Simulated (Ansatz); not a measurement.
# Calculations on Li

Part 1: Relaxation

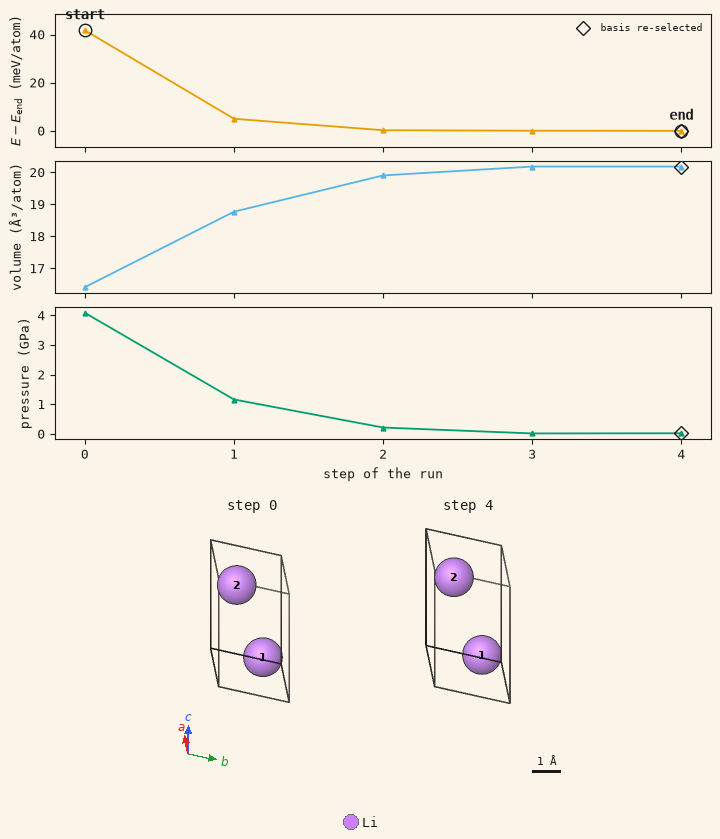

First and last geometry of a relaxation of solid Li (a generated structure, set up in P6_3/mmc), with the history of the run. Style: spheres-only. Shown: the cell of the calculation, from a free direction.

Case: cell and atoms relaxed from a first guess.

Level of theory: Ansatz 0.2.0, DFT, PBE, PAW with Ansatz's default frozen-core files, scalar-relativistic. Settings: plane-wave cutoff 420 eV; k-point mesh 16 × 16 × 9; occupations fermi dirac; smearing width 0.05 eV; no spin polarisation; cell and atoms relaxed; force threshold 0.005 eV/Å; at most 80 steps.

Did the run converge, and what did it change?

Answer. It converged. The energy falls by 41.7 meV per atom in 3 accepted moves (4 points after the start). All forces vanish by symmetry, so only the cell relaxes. The pressure goes from 4.09 to 0.02 GPa. At 1 point the geometry stayed and the basis and grid were re-selected for the new cell (energy shift of less than 0.05 meV per atom at most each time). No atom moves by more than 0.005 Å relative to the cell. The drawn cell changes as follows: a = b 2.860 → 3.054 Å (+6.8 %), c 4.634 → 4.995 Å (+7.8 %); the volume changes by +22.9 %. Some distances before and after: Li1–Li2 2.845 → 3.057 Å, Li1–Li1 2.860 → 3.054 Å. The space group stays P6_3/mmc (No. 194). Cost: 6.8 s on 1 thread of Intel(R) Xeon(R) Platinum 8488C (Sapphire Rapids) (shared host), peak memory 0.39 GiB.

Part 2: A change

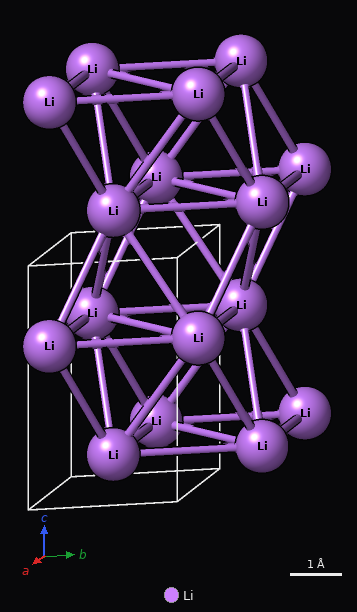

Reference structure: solid Li (a generated structure, set up in P6_3/mmc). Style: ball-and-stick. Shown: the cell of the calculation, repeated 2 × 2 × 2 with one cell outlined, slightly off an axis.

All numbers below come from DFT, LDA, PAW with Ansatz's default frozen-core files, scalar-relativistic (Ansatz 0.2.0). (plane-wave cutoff 420 eV; k-point mesh 16 × 16 × 9; occupations fermi dirac; smearing width 0.05 eV; no spin polarisation)

Now this is done to it. All lengths are scaled by +1.3 % (volume +4.0 %), the atoms keeping their fractional coordinates. No relaxation follows.

**Predict the response.**

Energy change: +5.4 meV per atom. The pressure goes from −0.8 to −1.3 GPa. All forces vanish by symmetry. Near-neighbour distances before and after: Li–Li 3.056 → 3.095 to 3.098 Å. The space group stays P6_3/mmc (No. 194).

Part 3: A change

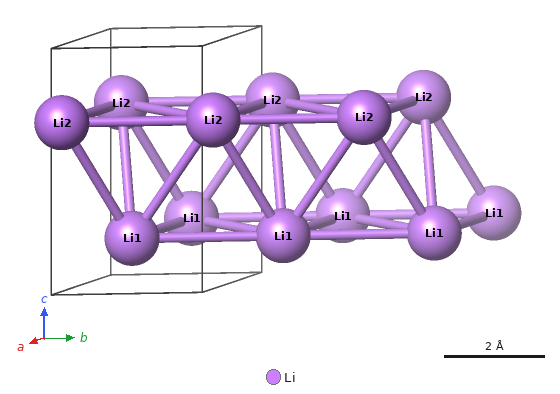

This is a crystal of Li (a generated structure, set up in P6_3/mmc). The picture is a ball-and-stick view of the cell of the calculation, repeated 2 × 3 × 1 with one cell outlined, seen slightly off an axis.

Theory: Ansatz, DFT, r2SCAN, PAW with Ansatz's default frozen-core files, scalar-relativistic. Settings: plane-wave cutoff 500 eV; k-point mesh 16 × 16 × 9; occupations fermi dirac; smearing width 0.05 eV; no spin polarisation.

The variant: All lengths are scaled by +1.3 % (volume +4.0 %), the atoms keeping their fractional coordinates. No relaxation follows.

Input file:
```yaml
crystal:
  lattice:
    - [3.0946155067, 0.0, 0.0]
    - [-1.5473077534, 2.6800156438, 0.0]
    - [0.0, 0.0, 5.0609352817]
  atoms:
    - { symbol: Li, position: [0.3333333333, 0.6666666667, 0.25] }
    - { symbol: Li, position: [0.6666666667, 0.3333333333, 0.75] }
kpoints:
  mp_grid: { grid: [16, 16, 9] }
scf:
  occupations: { method: fermi_dirac, width: 0.05 }
hamiltonian:
  xc: r2scan
  pseudopotentials: { kind: paw }
output:
  forces: true
  stress: true
  eigenvalues: true
  efg: { contact_densities: true }
  write_density: true
  write_potential: true
  elf: true
  volumetric_format: npy
```

Run as
```bash
ansatz run input.yaml --threads 1 --pin off --max-ram 2048MiB --backend cpu --events-out ev --progress --plain --runs-dir out
```

Question: Predict the response.

Answer: The energy falls by 1.2 meV per atom. Pressure: 0.5 GPa before, 0.0 GPa after. All forces vanish by symmetry. Some distances before and after: Li–Li 3.056 → 3.095 to 3.098 Å. The space group stays P6_3/mmc (No. 194).
